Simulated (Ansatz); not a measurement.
# Tungsten, bcc under LDA: testing the plane-wave cutoff, part 2 of 2

Aim: find which plane-wave cutoff is enough for energy and pressure. The geometry was relaxed under LDA beforehand and stays fixed; 9 values are run, from 150 to 800 eV. Wanted are the values from which on the energy stays within 10 and 1 meV/atom, and the pressure within 0.5 GPa, of the last run. Within the series other settings stay, but some runs also write fields, which adds to their time. Spin polarisation is left out.

Ansatz 0.2.0; DFT LDA, plane waves with PAW, scalar-relativistic. Earlier steps stand in the parts before.

**7. Run at 350 eV**

The run at 350 eV.

Input file input.yaml:

```yaml
crystal:
  lattice:
    - [-1.567686725, 1.567686725, 1.567686725]
    - [1.567686725, -1.567686725, 1.567686725]
    - [1.567686725, 1.567686725, -1.567686725]
  atoms:
    - { symbol: W, position: [0.0, 0.0, 0.0] }
hamiltonian:
  xc: lda
  pseudopotentials:
    kind: paw
    azcp:
      W: "pseudopotentials/W.paw.azcp"
basis:
  ecutwfc: 350
  fft_grid_basis: typed
kpoints:
  mp_grid: { grid: [14, 14, 14], shift: [0, 0, 0] }
magnetization:
  spin_polarized: false
scf:
  occupations: { method: fermi_dirac, width: 0.1 }
  lower_state_search: "off"
output:
  stress: true
  write_density: true
  write_potential: true
  elf: true
  volumetric_format: npy
```

The run is started by

```bash
ansatz run input.yaml --threads 2 --pin off --max-ram 5120MiB --backend cpu --events-out ev --progress --plain --runs-dir out
```

The program printed, shortened:

```text
Warning: basis.ecutwfc = 350 eV is below the records' recommended 420 eV, and the density's cutoff is lower with it unless basis.ecutrho_ratio is high enough to keep the records' density cutoff: compare with a run at a higher cutoff
Warning: <dir> the record states the generating functional pbe (its physics header spells it `PBE`), which answers neither for hamiltonian.xc's functional nor for the lda family's — results may be inconsistent (PPs are generated against a specific XC)
Warning: RAYON_NUM_THREADS=2 ignored (pool sized by the plan → 2); use --threads N
[...]
Pseudopotentials: kind: paw
Pseudopotential: W, paw, valence charge 14, recommended cutoff 420 eV (normal), <dir>
Functional definition: SPW92
[...]
Crystal: 1 atoms, lattice volume = 15.411 Å³
Basis set: ecut = 350 eV, 225 PW (Γ)
Bands: 11, of which v1, the nominal top of the filled ones, is band 7 counted from 1 (6 counted from 0)
Symmetry: 48 space group operations
Space group: Im-3m (ITA 229), of the structure as read, at distance tolerance 2.5e-5 Å
k-points: 104 of 2744
[...]
SCF iter   1: F=—  HF=-10129.847533 eV  |F-HF|=—  |Δ(HF+E_count)|=         —  Δρ=5.01e-3  dr2=2.58e-3  ethr=1.77e-3  ⟨swp⟩=5.0  Hψ=6022  notcnv=0
[...]
SCF iter   6: F=-10129.846351 eV  HF=-10129.846351 eV  |F-HF|=7.28e-12  |Δ(HF+E_count)|=  1.09e-10  Δρ=1.70e-7  dr2=1.12e-12  ethr=2.18e-12  ⟨swp⟩=4.1  Hψ=5420  notcnv=0
[...]
SCF converged after 6 iterations
Free energy (F): -10129.846351 eV
[...]
E sigma→0 (E₀):  -10129.836059 eV
Entropy (-TS):   -0.020584 eV (-20.584 meV/atom)
Fermi energy:    23.090286 eV
[...]
--- Stress (GPa, compression-positive) ---
        0.037728      -0.000000      -0.000000
       -0.000000       0.037728       0.000000
       -0.000000       0.000000       0.037728
  P = ⅓ Tr σ = 0.0377 GPa (0.377 kbar)
--- Band table (eV; the first three rows and the last of 104) ---
  k-point 0: bands = ["-51.0767", "-14.6116", "-14.6116", "-14.6116", "13.2487", "21.6786", "21.6786", "21.6786", "25.2384", "25.2384", "37.6684"]
[...]
```

Wall time 0.68 s (2 threads of Arm Neoverse V2, shared host); peak memory 0.26 GiB.

**8. Run at 420 eV**

The run at 420 eV.

input.yaml, as its differences from that of step 7:

```diff
@@ -14,3 +14,3 @@
 basis:
-  ecutwfc: 350
+  ecutwfc: 420
   fft_grid_basis: typed
@@ -25,5 +25 @@
   stress: true
-  write_density: true
-  write_potential: true
-  elf: true
-  volumetric_format: npy
```

The run is started by

```bash
ansatz run input.yaml --threads 2 --pin off --max-ram 5120MiB --backend cpu --events-out ev --progress --plain --runs-dir out
```

The program printed, shortened:

```text
Warning: <dir> the record states the generating functional pbe (its physics header spells it `PBE`), which answers neither for hamiltonian.xc's functional nor for the lda family's — results may be inconsistent (PPs are generated against a specific XC)
Warning: RAYON_NUM_THREADS=2 ignored (pool sized by the plan → 2); use --threads N
[...]
Pseudopotentials: kind: paw
Pseudopotential: W, paw, valence charge 14, recommended cutoff 420 eV (normal), <dir>
Functional definition: SPW92
[...]
Crystal: 1 atoms, lattice volume = 15.411 Å³
Basis set: ecut = 420 eV, 321 PW (Γ)
Bands: 11, of which v1, the nominal top of the filled ones, is band 7 counted from 1 (6 counted from 0)
Symmetry: 48 space group operations
Space group: Im-3m (ITA 229), of the structure as read, at distance tolerance 2.5e-5 Å
k-points: 104 of 2744
[...]
SCF iter   1: F=—  HF=-10129.850091 eV  |F-HF|=—  |Δ(HF+E_count)|=         —  Δρ=5.05e-3  dr2=2.63e-3  ethr=1.77e-3  ⟨swp⟩=5.0  Hψ=6017  notcnv=0
[...]
SCF iter   6: F=-10129.848988 eV  HF=-10129.848988 eV  |F-HF|=1.82e-12  |Δ(HF+E_count)|=  2.71e-10  Δρ=1.84e-7  dr2=9.54e-13  ethr=5.93e-12  ⟨swp⟩=1.5  Hψ=3362  notcnv=0
[...]
SCF converged after 6 iterations
Free energy (F): -10129.848988 eV
[...]
E sigma→0 (E₀):  -10129.838697 eV
Entropy (-TS):   -0.020581 eV (-20.581 meV/atom)
Fermi energy:    23.089661 eV
[...]
--- Stress (GPa, compression-positive) ---
        0.009230      -0.000000       0.000000
        0.000000       0.009230      -0.000000
        0.000000      -0.000000       0.009230
  P = ⅓ Tr σ = 0.0092 GPa (0.092 kbar)
```

Run time: 0.56 s. Hardware: 2 threads of Arm Neoverse V2, shared host; peak memory 0.26 GiB.

**9. Run at 500 eV**

The run at 500 eV.

input.yaml, as its differences from that of step 8:

```diff
@@ -14,3 +14,3 @@
 basis:
-  ecutwfc: 420
+  ecutwfc: 500
   fft_grid_basis: typed
@@ -25 +25,5 @@
   stress: true
+  write_density: true
+  write_potential: true
+  elf: true
+  volumetric_format: npy
```

The run is started by

```bash
ansatz run input.yaml --threads 2 --pin off --max-ram 5120MiB --backend cpu --events-out ev --progress --plain --runs-dir out
```

The program printed, shortened:

```text
Warning: <dir> the record states the generating functional pbe (its physics header spells it `PBE`), which answers neither for hamiltonian.xc's functional nor for the lda family's — results may be inconsistent (PPs are generated against a specific XC)
Warning: RAYON_NUM_THREADS=2 ignored (pool sized by the plan → 2); use --threads N
[...]
Pseudopotentials: kind: paw
Pseudopotential: W, paw, valence charge 14, recommended cutoff 420 eV (normal), <dir>
Functional definition: SPW92
[...]
Crystal: 1 atoms, lattice volume = 15.411 Å³
Basis set: ecut = 500 eV, 381 PW (Γ)
Bands: 11, of which v1, the nominal top of the filled ones, is band 7 counted from 1 (6 counted from 0)
Symmetry: 48 space group operations
Space group: Im-3m (ITA 229), of the structure as read, at distance tolerance 2.5e-5 Å
k-points: 104 of 2744
[...]
SCF iter   1: F=—  HF=-10129.850617 eV  |F-HF|=—  |Δ(HF+E_count)|=         —  Δρ=4.99e-3  dr2=2.62e-3  ethr=1.77e-3  ⟨swp⟩=5.0  Hψ=6158  notcnv=0
[...]
SCF iter   6: F=-10129.849527 eV  HF=-10129.849527 eV  |F-HF|=9.09e-12  |Δ(HF+E_count)|=  7.60e-10  Δρ=3.02e-7  dr2=5.32e-12  ethr=1.28e-11  ⟨swp⟩=5.0  Hψ=5797  notcnv=0
[...]
SCF converged after 6 iterations
Free energy (F): -10129.849527 eV
[...]
E sigma→0 (E₀):  -10129.839237 eV
Entropy (-TS):   -0.020580 eV (-20.580 meV/atom)
Fermi energy:    23.089601 eV
[...]
--- Stress (GPa, compression-positive) ---
        0.003264       0.000000       0.000000
        0.000000       0.003264       0.000000
        0.000000      -0.000000       0.003264
  P = ⅓ Tr σ = 0.0033 GPa (0.033 kbar)
--- Band table (eV; the first three rows and the last of 104) ---
  k-point 0: bands = ["-51.0761", "-14.6110", "-14.6110", "-14.6110", "13.2485", "21.6786", "21.6786", "21.6786", "25.2385", "25.2385", "37.6654"]
[...]
```

It took 0.91 s on 2 threads of Arm Neoverse V2, shared host; peak memory 0.27 GiB.

**10. Run at 600 eV**

The run at 600 eV.

input.yaml, as its differences from that of step 9:

```diff
@@ -14,3 +14,3 @@
 basis:
-  ecutwfc: 500
+  ecutwfc: 600
   fft_grid_basis: typed
@@ -25,5 +25 @@
   stress: true
-  write_density: true
-  write_potential: true
-  elf: true
-  volumetric_format: npy
```

The run is started by

```bash
ansatz run input.yaml --threads 2 --pin off --max-ram 5120MiB --backend cpu --events-out ev --progress --plain --runs-dir out
```

The program printed, shortened:

```text
Warning: <dir> the record states the generating functional pbe (its physics header spells it `PBE`), which answers neither for hamiltonian.xc's functional nor for the lda family's — results may be inconsistent (PPs are generated against a specific XC)
Warning: RAYON_NUM_THREADS=2 ignored (pool sized by the plan → 2); use --threads N
[...]
Pseudopotentials: kind: paw
Pseudopotential: W, paw, valence charge 14, recommended cutoff 420 eV (normal), <dir>
Functional definition: SPW92
[...]
Crystal: 1 atoms, lattice volume = 15.411 Å³
Basis set: ecut = 600 eV, 531 PW (Γ)
Bands: 11, of which v1, the nominal top of the filled ones, is band 7 counted from 1 (6 counted from 0)
Symmetry: 48 space group operations
Space group: Im-3m (ITA 229), of the structure as read, at distance tolerance 2.5e-5 Å
k-points: 104 of 2744
[...]
SCF iter   1: F=—  HF=-10129.850578 eV  |F-HF|=—  |Δ(HF+E_count)|=         —  Δρ=5.01e-3  dr2=2.63e-3  ethr=1.77e-3  ⟨swp⟩=5.0  Hψ=6296  notcnv=0
[...]
SCF iter   6: F=-10129.849618 eV  HF=-10129.849618 eV  |F-HF|=5.46e-12  |Δ(HF+E_count)|=  8.00e-10  Δρ=3.08e-7  dr2=6.78e-12  ethr=1.37e-11  ⟨swp⟩=1.9  Hψ=3528  notcnv=0
[...]
SCF converged after 6 iterations
Free energy (F): -10129.849618 eV
[...]
E sigma→0 (E₀):  -10129.839328 eV
Entropy (-TS):   -0.020579 eV (-20.579 meV/atom)
Fermi energy:    23.089575 eV
[...]
--- Stress (GPa, compression-positive) ---
        0.002212       0.000000      -0.000000
       -0.000000       0.002212       0.000000
        0.000000      -0.000000       0.002212
  P = ⅓ Tr σ = 0.0022 GPa (0.022 kbar)
```

Run time: 0.77 s. Hardware: 2 threads of Arm Neoverse V2, shared host; peak memory 0.28 GiB.

**11. Run at 800 eV**

The run at 800 eV.

input.yaml, as its differences from that of step 10:

```diff
@@ -14,3 +14,3 @@
 basis:
-  ecutwfc: 600
+  ecutwfc: 800
   fft_grid_basis: typed
```

The run is started by

```bash
ansatz run input.yaml --threads 2 --pin off --max-ram 5120MiB --backend cpu --events-out ev --progress --plain --runs-dir out
```

The program printed, shortened:

```text
Warning: <dir> the record states the generating functional pbe (its physics header spells it `PBE`), which answers neither for hamiltonian.xc's functional nor for the lda family's — results may be inconsistent (PPs are generated against a specific XC)
Warning: RAYON_NUM_THREADS=2 ignored (pool sized by the plan → 2); use --threads N
[...]
Pseudopotentials: kind: paw
Pseudopotential: W, paw, valence charge 14, recommended cutoff 420 eV (normal), <dir>
Functional definition: SPW92
[...]
Crystal: 1 atoms, lattice volume = 15.411 Å³
Basis set: ecut = 800 eV, 791 PW (Γ)
Bands: 11, of which v1, the nominal top of the filled ones, is band 7 counted from 1 (6 counted from 0)
Symmetry: 48 space group operations
Space group: Im-3m (ITA 229), of the structure as read, at distance tolerance 2.5e-5 Å
k-points: 104 of 2744
[...]
SCF iter   1: F=—  HF=-10129.850625 eV  |F-HF|=—  |Δ(HF+E_count)|=         —  Δρ=5.04e-3  dr2=2.66e-3  ethr=1.77e-3  ⟨swp⟩=5.0  Hψ=6326  notcnv=0
[...]
SCF iter   6: F=-10129.849689 eV  HF=-10129.849689 eV  |F-HF|=9.09e-12  |Δ(HF+E_count)|=   1.11e-9  Δρ=3.98e-7  dr2=1.24e-11  ethr=1.75e-11  ⟨swp⟩=1.9  Hψ=3490  notcnv=0
[...]
SCF converged after 6 iterations
Free energy (F): -10129.849689 eV
[...]
E sigma→0 (E₀):  -10129.839399 eV
Entropy (-TS):   -0.020579 eV (-20.579 meV/atom)
Fermi energy:    23.089562 eV
[...]
--- Stress (GPa, compression-positive) ---
        0.001547      -0.000000       0.000000
       -0.000000       0.001547       0.000000
       -0.000000      -0.000000       0.001547
  P = ⅓ Tr σ = 0.0015 GPa (0.015 kbar)
```

It took 1 s on 2 threads of Arm Neoverse V2, shared host; peak memory 0.31 GiB.

**12. The series**

Energies count from the run at 800 eV.

| cutoff (eV) | plane waves at Γ | E(σ → 0) (meV/atom) | P (GPa) | SCF cycles | CPU time |
| --- | --- | --- | --- | --- | --- |
| 150 | 55 | 19303.58 | -46.40 | 6 | 0.74 s |
| 200 | 87 | 3840.49 | 0.92 | 6 | 0.81 s |
| 250 | 141 | 529.95 | 0.89 | 6 | 0.87 s |
| 300 | 177 | 48.76 | 0.21 | 6 | 0.77 s |
| 350 | 225 | 3.34 | 0.04 | 6 | 1.1 s |
| 420 | 321 | 0.70 | 0.01 | 6 | 0.92 s |
| 500 | 381 | 0.16 | 0.00 | 6 | 1.6 s |
| 600 | 531 | 0.07 | 0.00 | 6 | 1.3 s |
| 800 | 791 | 0.00 | 0.00 | 6 | 1.8 s |

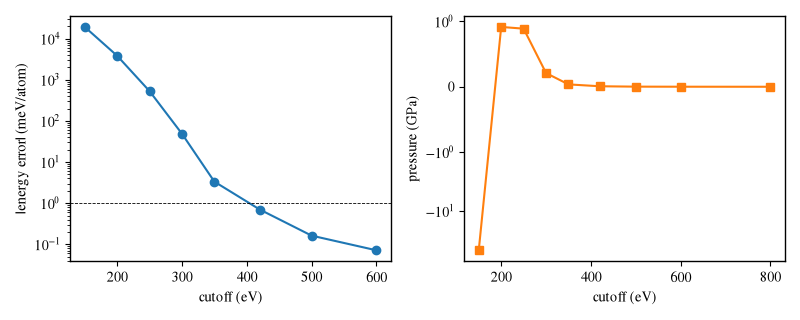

Energy and pressure against the plane-wave cutoff; the dashed line marks 1 meV/atom.

**13. Outcome**

What follows sums up all 2 parts.

| quantity | value |
| --- | --- |
| E(σ → 0) stays within 10 meV/atom of 800 eV | from 350 eV on |
| E(σ → 0) stays within 1 meV/atom | from 420 eV on |
| pressure stays within 0.5 GPa | from 300 eV on |
| pressure at 800 eV | 0.00 GPa |
| CPU time, dearest over cheapest | 2.4 |
| run at the usual settings (mesh 23×23×23 against the series' 14×14×14, 420 eV) | -8.9 meV/atom from 800 eV, -0.05 GPa |

At 150 eV the energy differs by +19304 meV/atom and the pressure by -46.4 GPa. Each step up in cutoff lowers the energy. 1 meV/atom is reached at 420 eV; energy differences often converge earlier, as errors cancel.
